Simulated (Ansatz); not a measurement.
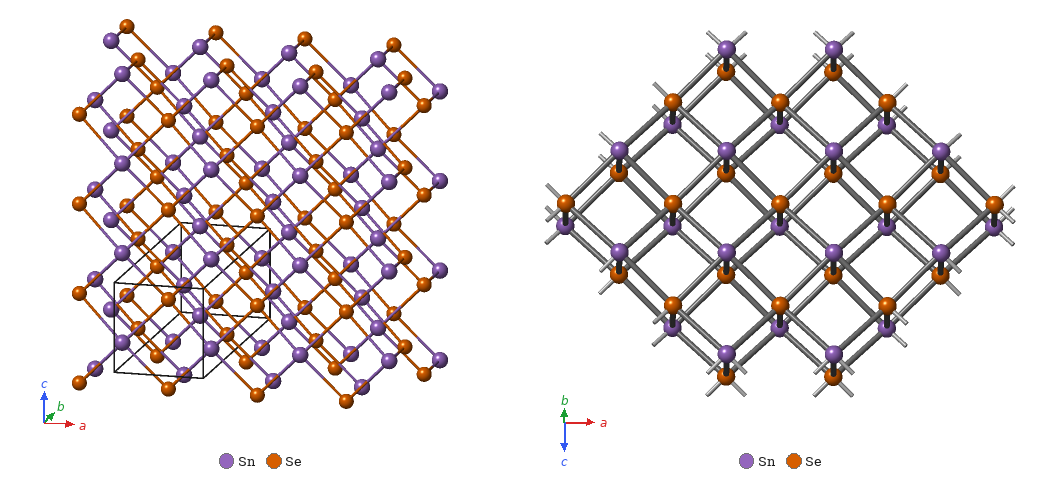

Left: the structure. Right: its underlying net. Nodes are coloured by element. One layer is drawn. Short stubs are edges that leave the cut-out.

System SnSe (space group Cmcm, No. 63); source of the atomic positions: a calculation's input that goes back to an entry of the Crystallography Open Database (an earlier step may have relaxed or displaced it).

Bonds are taken as Se–Sn below 3.4 Å; no other contact counts. The graph is simplified in the usual way: terminal and isolated atoms are pruned, two-connected atoms become edges.

The result is a uninodal 5-connected, two-periodic (layers) net: Sn and Se are 5-connected nodes. The layers lie parallel to (010).

```json
{"node": "Sn and Se", "links": "5", "point symbol": "4⁸·6²", "coordination sequence": "5 12 20 28"}
```
